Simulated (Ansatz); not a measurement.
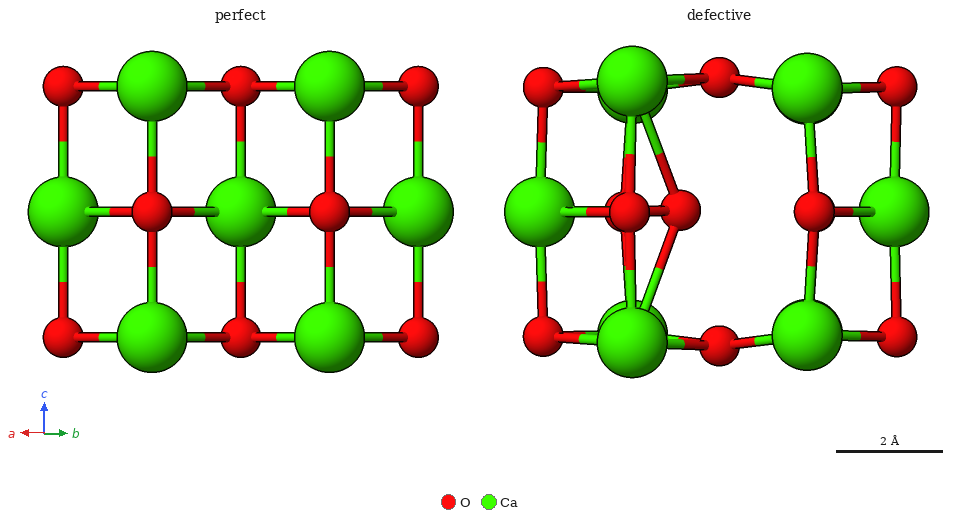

Left: perfect CaO. Right: the same region with one point defect, after relaxing the atoms in a supercell of 64 sites. The picture is a ball-and-stick view of the atoms within 4.6 Å of one point, in a slice 5.0 Å thick across the line of sight, seen along [110].

Level of theory: Ansatz 0.2.0, DFT, PBEsol, PAW, plane waves. (plane-wave cutoff 420 eV; k-point mesh 1 × 1 × 1; mesh shifted by (0.25, 0.25, 0.25); collinear spin) Fermi-Dirac smearing of 0.01 eV. A uniform background neutralises the charged cell. The axes drawn are those of the host's conventional cell.

Which defect is it?

Answer. A calcium atom is replaced by oxygen.

The charge state of the cell is +2.

What does the relaxation do around it?

Answer. In the host the Ca atom has 6 O at 2.38 Å; the O atom ends with 1 O at 1.35 Å. Of the host's atoms, an oxygen atom moves furthest from its site, by 0.18 Å. The O atom itself moves 1.07 Å from where it was put. The cell's net moment is 2.00 μB.

Limits of the set-up: the cell is charged, on a uniform background, and energies carry no finite-size correction.
